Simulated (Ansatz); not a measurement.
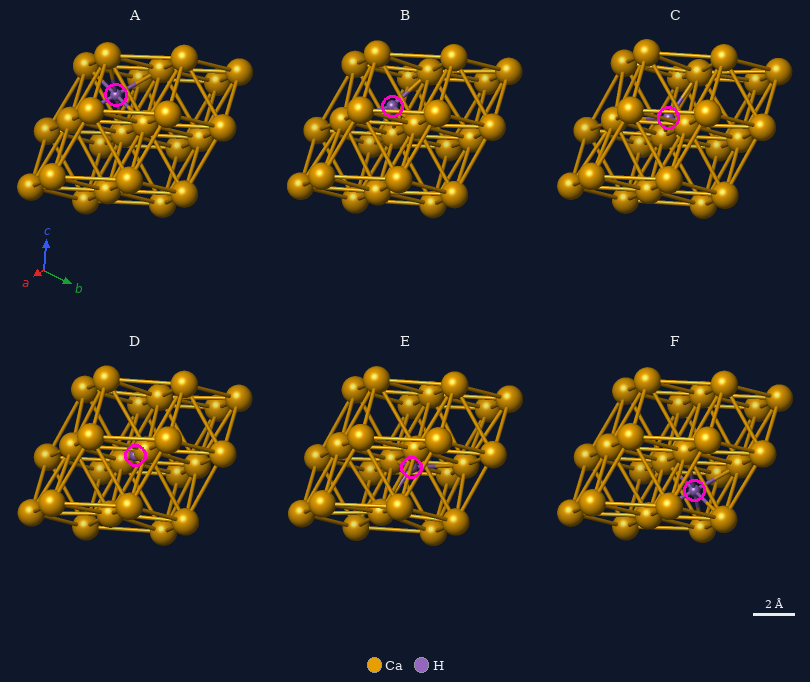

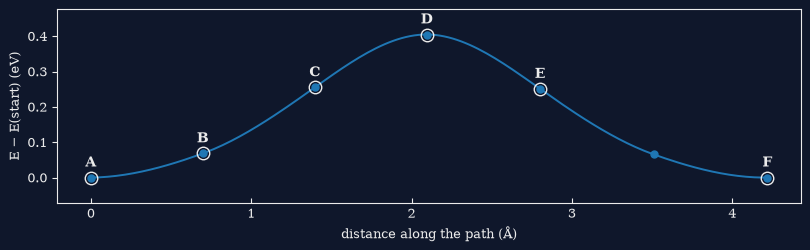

A search for the minimum-energy path of a defect cell of composition Ca16H (17 atoms in the cell) by the nudged elastic band. Images are numbered from 0 (start) to 6 (end). Frames A to F are images 0, 1, 2, 3, 4, 6. The picture is a ball-and-stick view of the atoms within 6.2 Å of the middle of the path, seen slightly off an axis. The moving atom is ringed, with any periodic copies. Bonds to atoms that aren't drawn are left out.

The calculation used DFT PBE, scalar-relativistic, plane waves, PAW in Ansatz. Run with plane-wave cutoff 420 eV; k-point mesh 3 × 3 × 3; Gaussian smearing 0.1 eV; 5 movable images; climbing image.

Describe the mechanism and the energy profile.

Answer. The H atom travels furthest, 3.91 Å from end to end, along [0 1 −1], on a straight line. At the highest image its nearest neighbour (Ca) is 2.14 Å away, against 2.68 Å at the start, and the surrounding atoms stand up to 0.23 Å off the mean of their end positions. The two ends have the same energy, and the highest point, image 3, lies 0.40 eV above the start. The band converged in 4 iterations. The largest component of the band force went from 0.83 to 0.03 eV/Å. The climbing image converged on the top of the path. Its curvatures weren't checked.

Cost: 6.3 min on 4 threads of AMD EPYC 9R14 (Zen 4), with other jobs on the host, peak memory 4.7 GiB.
